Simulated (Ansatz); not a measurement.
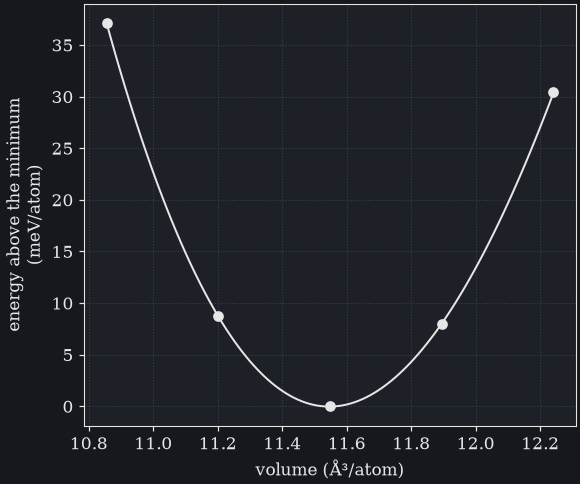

The picture above shows the energy above the minimum against volume.

How it was computed, with Ansatz 0.2.0: third-order Birch-Murnaghan fit to density functional energies at scaled volumes of the given relaxed cell, shape and atoms relaxed at each volume; energies count from the fitted minimum; plane waves with PAW datasets, Γ-centred k mesh. Level: PBE, no spin polarisation.

For which of these solids was it computed?
A. Cr, Im-3m (No. 229)
B. Os, P6_3/mmc (No. 194)
C. Ag, Fm-3m (No. 225)

Answer. A, Cr: energy above the minimum from 0.0 meV/atom to 37.1 meV/atom, V0 11.55 Å³/atom, B0 258 GPa. The others give: Os, energy above the minimum from 0.0 meV/atom to 71.6 meV/atom, V0 14.28 Å³/atom, B0 397 GPa; Ag, energy above the minimum from 0.0 meV/atom to 21.2 meV/atom, V0 17.83 Å³/atom, B0 92 GPa.

For Cr, limits of the calculation: no spin polarisation, a magnetic state may lie lower.
